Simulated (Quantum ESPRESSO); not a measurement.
**Relaxation of cell and atoms of Te (part 4 of 4)**

Continued. System: Te (P3₁21, 3 atoms in the cell). Method: Kohn-Sham DFT of a periodic cell, PBE with D3(BJ), PseudoDojo 0.4.1 SR PBE standard, no spin polarisation (Quantum ESPRESSO 7.5); cutoff 1088.45 eV, 7×7×5 k-mesh, fermi-dirac of 0.05 eV. The structure derives from an entry of the Crystallography Open Database.

Geometry of the input (Å; fractional positions):
```
4.4540  0.0000  0.0000
-2.2270  3.8573  0.0000
0.0000  0.0000  5.9240
Te 0.7310  0.7310  0.0000
Te -0.0000  0.2690  0.6667
Te 0.2690  0.0000  0.3333
```

### Output, continued
```
   -27.6320 -27.6320 -27.5947 -27.5947 -27.5939 -27.5310 -27.4900 -27.4900
   -27.4886 -27.4674 -27.4608 -27.4608 -27.4382 -27.4270 -27.4270  -3.9816
    -0.6371  -0.6371   6.9496   7.2833   7.2833   8.0863   8.0863   8.7000
    10.8613  10.8613  11.5450  14.8139  14.8139  16.0741  16.0741  16.2133
    16.4250

          k = 0.0000 0.0000 0.1492 (  7910 PWs)   bands (ev):

   -27.6420 -27.6185 -27.5995 -27.5949 -27.5873 -27.5389 -27.4914 -27.4891
   -27.4875 -27.4667 -27.4614 -27.4613 -27.4344 -27.4317 -27.4234  -3.8370
    -1.7637   0.5440   6.6211   7.0062   7.4002   8.2494   8.4536   8.7721
    10.5482  10.5964  11.1511  14.1197  15.4627  15.7302  15.8229  16.4481
    16.8444

          k = 0.0000 0.0000 0.2985 (  7910 PWs)   bands (ev):

   -27.6471 -27.6059 -27.6021 -27.5984 -27.5750 -27.5567 -27.4914 -27.4903
   -27.4854 -27.4650 -27.4629 -27.4623 -27.4349 -27.4275 -27.4232  -3.4075
    -2.7067   1.4494   5.9295   7.1412   7.2866   8.5493   8.9479   8.9613
    10.1311  10.1675  10.4295  13.6740  15.0132  15.1198  17.2221  17.3173
    17.9250

          k = 0.0000 0.1698-0.0000 (  7896 PWs)   bands (ev):

   -27.6314 -27.6304 -27.5947 -27.5943 -27.5934 -27.5320 -27.4912 -27.4894
   -27.4875 -27.4672 -27.4613 -27.4607 -27.4451 -27.4271 -27.4216  -3.8198
    -0.6614  -0.5858   5.8274   6.4956   6.8105   8.6549   8.8195   9.3418
    10.3905  10.6839  11.2271  14.1932  14.8322  16.0043  16.4485  16.8916
    16.9210

          k = 0.0000 0.1698 0.1492 (  7894 PWs)   bands (ev):

   -27.6414 -27.6172 -27.5989 -27.5950 -27.5867 -27.5395 -27.4914 -27.4901
   -27.4862 -27.4668 -27.4619 -27.4610 -27.4416 -27.4299 -27.4198  -3.6769
    -1.6883   0.4545   6.0213   6.0337   6.8697   8.8815   8.9837   9.1658
    10.2947  10.3296  11.1911  13.6697  15.6399  15.8074  16.3389  17.0968
    17.2227

          k = 0.0000 0.1698 0.2985 (  7913 PWs)   bands (ev):

   -27.6470 -27.6052 -27.6012 -27.5981 -27.5742 -27.5565 -27.4915 -27.4910
   -27.4846 -27.4658 -27.4632 -27.4612 -27.4374 -27.4298 -27.4206  -3.2558
    -2.5858   1.1801   5.7813   6.5060   7.0567   7.9541   8.5238   8.7972
    10.4165  10.7199  11.6500  13.7667  14.8593  15.7390  16.6768  17.5359
    18.2290

          k = 0.0000 0.3395-0.0000 (  7888 PWs)   bands (ev):

   -27.6298 -27.6271 -27.5950 -27.5933 -27.5920 -27.5336 -27.4929 -27.4882
   -27.4862 -27.4670 -27.4626 -27.4604 -27.4540 -27.4276 -27.4159  -3.3615
    -0.8813  -0.4515   4.8789   5.6397   6.2340   7.8257   9.0649   9.1357
    10.4520  10.7253  12.0650  13.0893  15.6043  16.6877  17.6042  18.2233
    18.6172

          k = 0.0000 0.3395 0.1492 (  7905 PWs)   bands (ev):

   -27.6398 -27.6147 -27.5973 -27.5953 -27.5852 -27.5405 -27.4925 -27.4901
   -27.4846 -27.4672 -27.4619 -27.4611 -27.4501 -27.4312 -27.4141  -3.2189
    -1.5855   0.2062   4.6814   5.3759   6.3347   8.7312   8.9184   9.3133
    10.3654  10.8860  10.9382  12.9286  16.3319  17.0056  17.5910  17.9429
    18.7217

          k = 0.0000 0.3395 0.2985 (  7901 PWs)   bands (ev):

   -27.6466 -27.6041 -27.5990 -27.5978 -27.5722 -27.5558 -27.4926 -27.4913
   -27.4832 -27.4674 -27.4627 -27.4603 -27.4420 -27.4352 -27.4154  -2.8246
    -2.2963   0.5108   4.7843   5.7694   6.6188   7.8633   7.9875   8.9654
    10.9805  11.3393  11.7404  13.4972  15.9858  16.9131  17.1661  17.5978
    18.7068

          k = 0.0000 0.5093-0.0000 (  7914 PWs)   bands (ev):

   -27.6284 -27.6249 -27.5953 -27.5926 -27.5908 -27.5341 -27.4941 -27.4875
   -27.4853 -27.4669 -27.4637 -27.4601 -27.4592 -27.4283 -27.4132  -2.7556
    -1.3889  -0.3255   4.7916   5.2213   5.9087   6.3381   9.0731   9.1571
    10.3910  10.4803  12.4596  13.3857  17.2065  18.3375  18.8492  19.0091
    19.8798

          k = 0.0000 0.5093 0.1492 (  7900 PWs)   bands (ev):

   -27.6389 -27.6128 -27.5962 -27.5952 -27.5842 -27.5403 -27.4939 -27.4894
   -27.4837 -27.4676 -27.4628 -27.4602 -27.4554 -27.4316 -27.4121  -2.6245
    -1.6445  -0.1915   4.2659   5.1128   6.0488   7.7821   8.4278   8.5456
    10.7421  11.3083  12.1280  12.7516  17.1558  17.9796  18.6395  19.5663
    19.8910

          k = 0.0000 0.5093 0.2985 (  7897 PWs)   bands (ev):

   -27.6461 -27.6031 -27.5982 -27.5968 -27.5710 -27.5546 -27.4939 -27.4910
   -27.4823 -27.4685 -27.4625 -27.4597 -27.4464 -27.4377 -27.4127  -2.3530
    -1.9342  -0.2777   3.9335   5.7674   6.3559   7.4307   7.6284   9.4769
    10.3594  11.5635  12.2930  13.6692  15.4657  18.2694  18.4576  18.8081
    19.0968

          k = 0.1470 0.2546-0.0000 (  7881 PWs)   bands (ev):

   -27.6303 -27.6280 -27.5949 -27.5936 -27.5924 -27.5332 -27.4925 -27.4885
   -27.4865 -27.4670 -27.4623 -27.4604 -27.4519 -27.4268 -27.4176  -3.5085
    -0.7301  -0.5528   5.1843   5.4420   6.9719   7.9329   8.8188   8.8321
    10.9106  11.0752  11.5377  14.0557  14.1309  16.6184  17.3363  17.8179
    18.1459

          k = 0.1470 0.2546 0.1492 (  7911 PWs)   bands (ev):

   -27.6406 -27.6153 -27.5979 -27.5949 -27.5858 -27.5399 -27.4926 -27.4897
   -27.4850 -27.4669 -27.4628 -27.4603 -27.4482 -27.4284 -27.4176  -3.3743
    -1.5378   0.1677   5.2805   5.6422   6.7420   7.6300   8.3711   9.4073
    10.5402  11.2553  11.8580  13.8551  14.8595  16.2807  16.9975  17.4062
    18.1917

          k = 0.1470 0.2546 0.2985 (  7906 PWs)   bands (ev):

   -27.6469 -27.6043 -27.6000 -27.5975 -27.5730 -27.5556 -27.4926 -27.4910
   -27.4835 -27.4670 -27.4632 -27.4602 -27.4414 -27.4318 -27.4181  -2.9802
    -2.3463   0.6610   5.4738   5.9527   6.5437   7.1706   8.2518   9.0359
    10.4831  11.7681  12.2161  14.1418  15.0047  16.1075  16.7585  17.3679
    18.0420

          k = 0.1470 0.4244-0.0000 (  7876 PWs)   bands (ev):

   -27.6286 -27.6256 -27.5951 -27.5927 -27.5913 -27.5338 -27.4940 -27.4874
   -27.4857 -27.4668 -27.4637 -27.4599 -27.4583 -27.4265 -27.4152  -2.9550
    -1.0589  -0.5230   4.8410   5.1176   6.3459   7.1092   7.9202   8.3025
    11.3652  11.6502  12.6608  13.3485  15.1423  17.6306  18.6604  19.0938
    19.5470

          k = 0.1470 0.4244 0.1492 (  7892 PWs)   bands (ev):

   -27.6391 -27.6133 -27.5964 -27.5953 -27.5846 -27.5402 -27.4937 -27.4894
   -27.4838 -27.4675 -27.4629 -27.4601 -27.4544 -27.4303 -27.4135  -2.8244
    -1.5101  -0.1725   4.4076   5.3016   6.1834   7.0981   8.5542   9.0255
    10.7434  11.3784  12.2060  13.4592  15.5946  17.5654  18.2787  18.9967
    19.5397

          k = 0.1470 0.4244 0.2985 (  7910 PWs)   bands (ev):

   -27.6461 -27.6033 -27.5982 -27.5973 -27.5714 -27.5548 -27.4934 -27.4913
   -27.4824 -27.4683 -27.4624 -27.4599 -27.4457 -27.4368 -27.4133  -2.4825
    -2.0394  -0.0325   4.3500   5.3939   5.9469   7.2207   9.0492   9.5082
    10.3901  10.8552  12.4004  13.9448  16.1318  16.6702  16.8346  18.3378
    19.2715

          k = 0.1470 0.5941-0.0000 (  7884 PWs)   bands (ev):

   -27.6277 -27.6249 -27.5952 -27.5923 -27.5908 -27.5337 -27.4946 -27.4870
   -27.4853 -27.4667 -27.4644 -27.4607 -27.4596 -27.4264 -27.4146  -2.5264
    -1.4382  -0.4999   4.9547   5.2655   6.0086   6.0765   7.9885   8.0338
    11.4458  11.6448  13.0879  13.4619  16.7841  17.4861  19.0056  19.1036
    19.7381

          k = 0.1470 0.5941 0.1492 (  7894 PWs)   bands (ev):

   -27.6388 -27.6124 -27.5962 -27.5949 -27.5842 -27.5397 -27.4944 -27.4891
   -27.4834 -27.4677 -27.4633 -27.4596 -27.4568 -27.4299 -27.4134  -2.4408
    -1.5108  -0.5357   4.5377   4.9874   6.1991   6.9284   7.3212   9.2265
    10.5507  12.2052  12.6728  13.4771  16.6892  17.4638  17.9210  18.6950
    19.7650

          k = 0.1470 0.5941 0.2985 (  7901 PWs)   bands (ev):

   -27.6457 -27.6027 -27.5983 -27.5965 -27.5710 -27.5540 -27.4940 -27.4913
   -27.4819 -27.4688 -27.4623 -27.4596 -27.4479 -27.4379 -27.4121  -2.2388
    -1.7080  -0.5738   4.0265   5.1391   5.7233   7.5867   8.7328   9.0373
    10.8930  11.1241  12.2243  14.1405  15.4575  17.7947  18.0935  18.6397
    18.7175

          k = 0.2940 0.5093-0.0000 (  7880 PWs)   bands (ev):

   -27.6270 -27.6254 -27.5951 -27.5920 -27.5912 -27.5333 -27.4949 -27.4864
   -27.4856 -27.4663 -27.4651 -27.4615 -27.4594 -27.4231 -27.4177  -2.4644
    -1.1674  -0.8610   5.1834   5.1887   6.3180   6.6421   6.9488   6.9500
    12.5055  12.7854  12.8896  14.5371  14.9260  16.9556  18.3002  19.3072
    19.5023

          k = 0.2940 0.5093 0.1492 (  7886 PWs)   bands (ev):

   -27.6385 -27.6123 -27.5959 -27.5951 -27.5843 -27.5393 -27.4946 -27.4891
   -27.4833 -27.4678 -27.4635 -27.4595 -27.4576 -27.4289 -27.4142  -2.3729
    -1.3805  -0.7219   4.5550   5.1673   5.7316   6.6867   7.7943   8.3562
    11.6543  12.1018  12.8479  14.7196  15.0711  17.0424  18.2457  18.9490
    19.1066

          k = 0.2940 0.5093 0.2985 (  7879 PWs)   bands (ev):

   -27.6454 -27.6025 -27.5978 -27.5969 -27.5710 -27.5539 -27.4938 -27.4917
   -27.4817 -27.4690 -27.4618 -27.4600 -27.4486 -27.4383 -27.4114  -2.1257
    -1.7342  -0.5863   4.3639   4.6371   4.9953   8.1430   9.2052   9.6738
    10.2910  11.0190  11.7405  15.1997  15.7566  16.6594  17.0357  18.1105
    18.8776

          k = 0.0000 0.1698-0.1492 (  7894 PWs)   bands (ev):

   -27.6416 -27.6171 -27.5989 -27.5948 -27.5867 -27.5393 -27.4919 -27.4895
   -27.4863 -27.4667 -27.4625 -27.4604 -27.4420 -27.4262 -27.4230  -3.6798
    -1.6651   0.3996   5.8927   6.7913   7.0748   8.0004   8.3376   8.5343
    10.9634  11.0772  11.5812  14.3275  15.1108  15.4885  15.8993  16.5377
    16.7264

          k = 0.0000 0.1698-0.2985 (  7913 PWs)   bands (ev):

   -27.6471 -27.6052 -27.6014 -27.5980 -27.5743 -27.5562 -27.4920 -27.4905
   -27.4846 -27.4657 -27.4637 -27.4609 -27.4381 -27.4264 -27.4233  -3.2627
    -2.5728   1.1458   5.8929   6.9449   7.1588   7.6550   7.9967   8.3181
    10.8692  11.2992  11.4953  14.1698  14.7521  15.4377  16.3816  17.3589
    17.9337

          k = 0.0000 0.3395-0.1492 (  7905 PWs)   bands (ev):

   -27.6407 -27.6144 -27.5978 -27.5945 -27.5855 -27.5397 -27.4934 -27.4892
   -27.4848 -27.4669 -27.4636 -27.4597 -27.4502 -27.4258 -27.4195  -3.2444
    -1.3962  -0.1229   5.4376   6.0618   6.4674   6.7510   8.1608   8.4121
    11.1517  11.7146  12.7872  13.9137  15.3737  16.0252  16.5350  17.4050
    17.4736

          k = 0.0000 0.3395-0.2985 (  7901 PWs)   bands (ev):

   -27.6469 -27.6038 -27.6001 -27.5969 -27.5729 -27.5548 -27.4934 -27.4906
   -27.4832 -27.4672 -27.4635 -27.4596 -27.4432 -27.4310 -27.4185  -2.8826
    -2.1863   0.3516   5.2637   6.3916   6.5539   7.3324   7.4325   7.9157
    11.5503  12.1146  12.4999  14.4645  15.0314  15.8818  16.6245  17.5036
    17.5542

          k = 0.0000 0.5093-0.1492 (  7900 PWs)   bands (ev):

   -27.6395 -27.6126 -27.5969 -27.5945 -27.5844 -27.5397 -27.4942 -27.4891
   -27.4837 -27.4674 -27.4636 -27.4595 -27.4552 -27.4295 -27.4144  -2.6856
    -1.3565  -0.5439   4.8816   5.2754   6.0988   6.6473   8.2554   8.3919
    10.9406  11.5532  13.0677  13.1809  16.2921  17.7055  18.2694  18.7503
    18.7911

          k = 0.0000 0.5093-0.2985 (  7897 PWs)   bands (ev):

   -27.6463 -27.6029 -27.5990 -27.5962 -27.5715 -27.5538 -27.4942 -27.4908
   -27.4823 -27.4684 -27.4629 -27.4593 -27.4467 -27.4362 -27.4140  -2.4540
    -1.7192  -0.4664   4.1558   6.0349   6.3251   7.2588   7.5130   8.3198
    11.5521  11.7909  12.4160  14.1133  14.8139  17.7514  18.0169  18.2422
    18.8316

          k =-0.1470 0.4244-0.1492 (  7892 PWs)   bands (ev):

   -27.6396 -27.6131 -27.5969 -27.5946 -27.5847 -27.5397 -27.4940 -27.4892
   -27.4839 -27.4673 -27.4635 -27.4596 -27.4543 -27.4282 -27.4158  -2.8552
    -1.3089  -0.4416   4.8985   5.4681   6.2021   6.6982   7.5292   9.4196
    10.4345  11.9947  13.0936  13.8515  15.1356  16.7770  17.5841  18.5215
    19.2768

          k =-0.1470 0.4244-0.2985 (  7910 PWs)   bands (ev):

   -27.6463 -27.6031 -27.5990 -27.5966 -27.5718 -27.5542 -27.4937 -27.4911
   -27.4824 -27.4682 -27.4628 -27.4596 -27.4460 -27.4354 -27.4145  -2.5487
    -1.9133  -0.1539   4.7195   5.2723   5.8636   7.5628   8.3718   8.5858
    11.2359  11.7097  12.2336  14.6493  15.0396  15.8677  17.9510  18.4858
    18.7452

     the Fermi energy is     9.9306 ev

!    total energy              =    -629.24252132 Ry
     estimated scf accuracy    <          1.9E-12 Ry
     smearing contrib. (-TS)   =      -0.00002817 Ry
     internal energy E=F+TS    =    -629.24249315 Ry

     The total energy is F=E-TS. E is the sum of the following terms:
     one-electron contribution =    -276.17770234 Ry
     hartree contribution      =     155.60487600 Ry
     xc contribution           =    -147.76538315 Ry
     ewald contribution        =    -360.80886378 Ry
     DFT-D3 Dispersion         =      -0.09541988 Ry

     convergence has been achieved in   9 iterations

     Forces acting on atoms (cartesian axes, Ry/au):

     atom    1 type  1   force =     0.00000822    0.00001423    0.00000000
     atom    2 type  1   force =     0.00000822   -0.00001423   -0.00000000
     atom    3 type  1   force =    -0.00001644   -0.00000000    0.00000000

     Total force =     0.000028     Total SCF correction =     0.000004
     SCF correction compared to forces is large: reduce conv_thr to get better values

     Computing stress (Cartesian axis) and pressure

          total   stress  (Ry/bohr**3)                   (kbar)     P=       -0.09
  -0.00000034  -0.00000000  -0.00000000           -0.05       -0.00       -0.00
   0.00000000  -0.00000034  -0.00000000            0.00       -0.05       -0.00
  -0.00000000  -0.00000000  -0.00000108           -0.00       -0.00       -0.16

=------------------------------------------------------------------------------=
   JOB DONE.
=------------------------------------------------------------------------------=
```

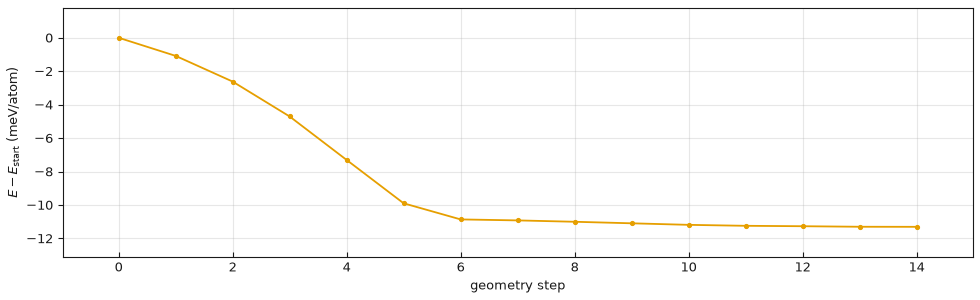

Progress of the relaxation, step by step (steps are counted from 0).

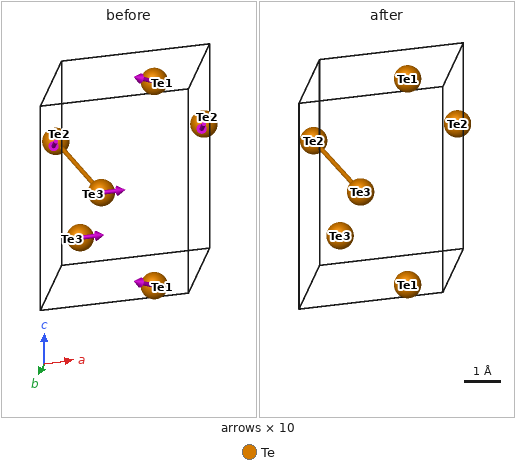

Before (left) and after (right) the relaxation, at one scale (ball-and-stick view of the cell of the calculation, seen at an oblique angle). The pink arrows give the displacements (without the part carried along by the change of the cell), magnified 10 times. The largest moves relative to the cell, 0.072 Å, are those of Te1, Te2 and Te3. Cell: a = b 4.454 → 4.328 Å (−2.8 %), c 5.924 → 5.969 Å (+0.8 %). Volume −4.8 %. Distances before and after: Te1–Te2 2.865 → 2.924 Å. The space group stays P3_121 (No. 152). The energy falls by 11.3 meV per atom in 14 geometry steps. Largest force component: 0.2 eV/Å at the start, 0.00035 eV/Å at the end. (Atoms are counted from 1 in the order of the input.)

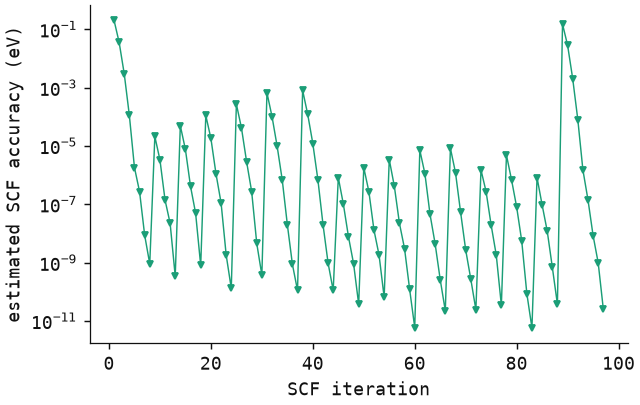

Convergence of the self-consistent field: estimated SCF accuracy against the iteration. The field takes 97 iterations in all.

### Key numbers

- outcome: converged
- space group (tolerance 0.01 Å): P3₁21 (152)
- electrons treated: 48
- free energy: −8561.2806 eV
- Fermi energy: 9.931 eV
- gap on the k-point mesh: 0.46 eV
- pressure: −0.01 GPa
- final volume: 96.84 Å³
- largest force (length of the vector) at the end: under 0.001 eV/Å
- final cell: a = 4.328 Å, b = 4.328 Å, c = 5.969 Å, α = 90.00°, β = 90.00°, γ = 120.00°
- wall time: 26 min
- peak memory: 0.23 GiB

Notes on the run: SCF correction compared to forces is large.
